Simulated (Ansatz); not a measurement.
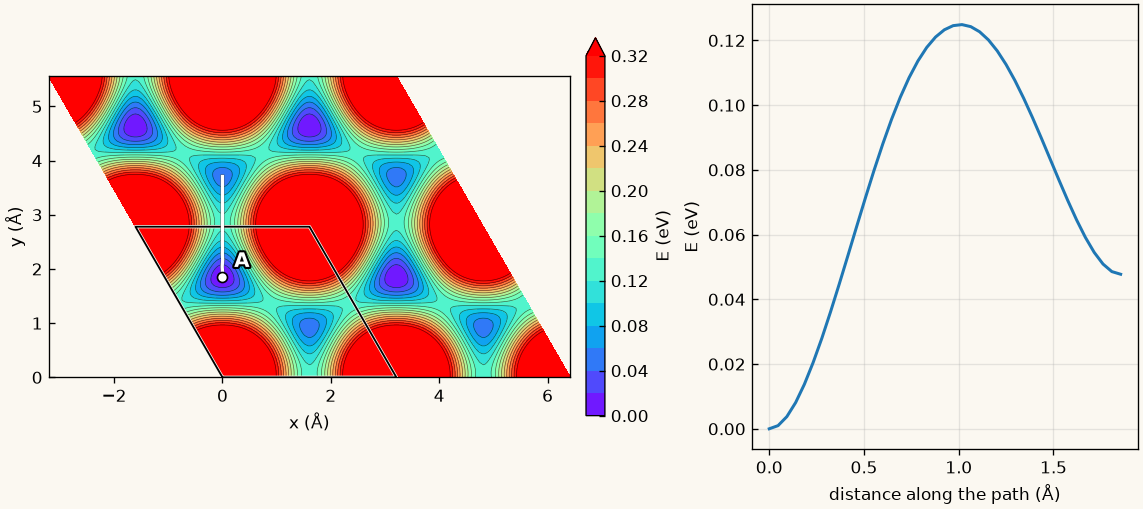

Si on a Mg(001) slab cut from the P6_3/mmc phase, its upper half relaxed before the scan (4 atoms of substrate and one adsorbate in a 1 × 1 cell). Si is moved over the surface cell; relaxed at each place: the height of the adsorbate's atoms; substrate rigid; the origin of the map has the adsorbate above Mg4. Places are given modulo a cell vector. The map is drawn in real space over the plane of the surface. Grid: 6 × 6 points; 10 points were computed and 26 follow by symmetry. Energies are in eV, from the lowest grid point. With one adsorbate in each 1 × 1 cell, its nearest image is 3.2 Å away, so neighbouring adsorbates interact. These are results of Ansatz, DFT PBE, scalar-relativistic, plane waves, PAW, not measurements. Settings: cutoff 420 eV, k-mesh 9×9×1, gaussian smearing 0.1 eV, no spin polarisation.

In the figure: filled contours, a line along the lowest path, the outline of one cell of the 2 × 2 shown, one colour for all values above the top of the scale, the energy along the path at the right, the start A. Between grid points the surface is interpolated.

Describe the path and its barrier.

The easiest path leads from the well at a threefold hollow over a second-layer Mg atom, (2/6, 4/6) of the cell vectors to the well at a threefold hollow, (4/6, 2/6) of the cell vectors, about 0.048 eV higher. Its highest point lies about 0.12 eV above the bottom of the first well on the interpolated surface, at about (0.52, 0.03) of the cell vectors. Seen from the upper well the barrier is about 0.077 eV. This is the barrier on the constrained surface; relaxing the other coordinates would change it.
